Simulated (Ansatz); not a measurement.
The coordinates of a crystal:

```
Ni
1.0
     2.94992    0.00000    0.00000
     0.00000    2.94992    0.00000
     0.00000    0.00000    2.53085
Ni
2
Direct
  0.50000 0.50000 0.50000
  0.00000 0.00000 0.00000
```

Summarise the structure in words.

Answer. The element is nickel. It is body-centred tetragonal, space group I4/mmm (No. 139). The cell holds two atoms. The coordination shell of Ni holds ten Ni at 2.44 to 2.53 Å. The bonds build a three-dimensional framework.

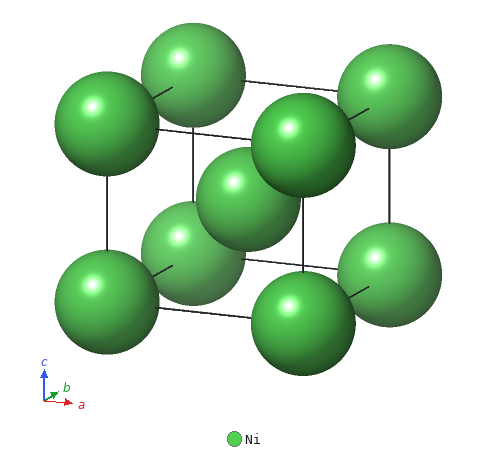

The crystal in a spheres-only representation, seen slightly off an axis. The frame is the conventional unit cell; atoms at its boundary are shown with their periodic copies. Colours: nickel green.

Its origin is a structure listed in the Materials Project, with elements exchanged, so it need not be a known form of the compound. Relaxation method: DFT PBE, scalar-relativistic, plane waves, PAW (Ansatz).
